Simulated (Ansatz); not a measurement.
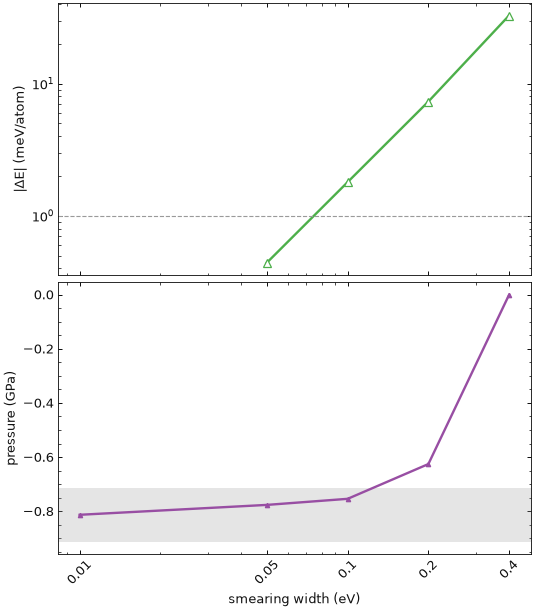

Convergence test: the smearing width is varied and all else is held.
The run: AlNi₃ (Fm-3m, 4 atoms in the cell), by DFT PBEsol, scalar-relativistic, plane waves, PAW (Ansatz 0.2.0); cutoff 420 eV, 7×7×7 k-mesh, no spin polarisation, Gaussian smearing.
ΔE is the free energy less its value at the smallest setting, 0.01 eV.
Dashed lines or grey bands mark the tolerance: 1 meV/atom and 0.1 GPa.
On logarithmic panels, open markers lie below the reference value and filled ones above.

From which setting is the free energy converged to 1 meV/atom?

Answer. The free energy is within 1 meV/atom of the smallest setting's value from 0.05 eV down. It is off by 33 meV/atom at 0.4 eV, 7.3 meV/atom at 0.2 eV and 1.8 meV/atom at 0.1 eV (always below it). The free energy falls with the width because it holds the −TS term of the fractional occupations.

How does the pressure behave (tolerance 0.1 GPa)?

Answer. The pressure is within 0.1 GPa of the smallest setting's value from 0.1 eV down. It is −0.00 GPa at 0.4 eV, −0.63 GPa at 0.2 eV and −0.81 GPa at 0.01 eV.
